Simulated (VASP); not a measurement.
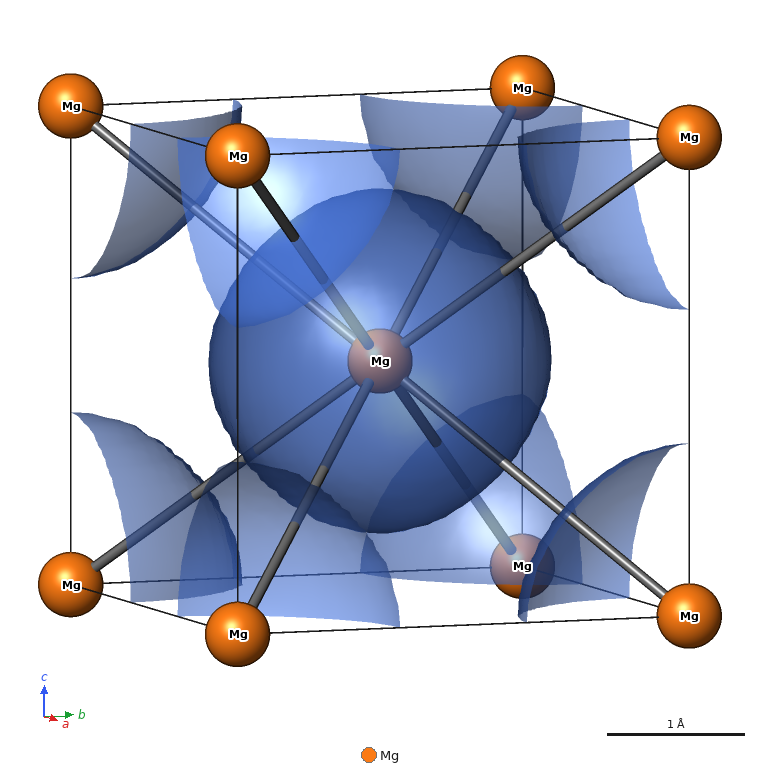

Figure 1: Mg. Isosurface of the electron localisation function at 0.55 (blue), seen slightly off an axis. Core shells and regions of very low density are left out. Sticks mark near contacts.

Space group Im-3m; a structure from a database of computed crystals, not necessarily the ambient phase.

Computed with Kohn-Sham DFT of a periodic cell, r2SCAN, VASP PAW PBE potentials, recommended (VASP 6.6.1).

**Identify the bonds, lone pairs and shells in this picture.**

The surface consists of one network that runs through the whole crystal, counted in one cell of 2 atoms. Any copies at cell faces, edges or corners count once. There are no localised bonds or lone pairs at this value.

Values along the shortest contacts:
Mg–Mg (3.04 Å): the ELF reaches about 0.60 near the midpoint.
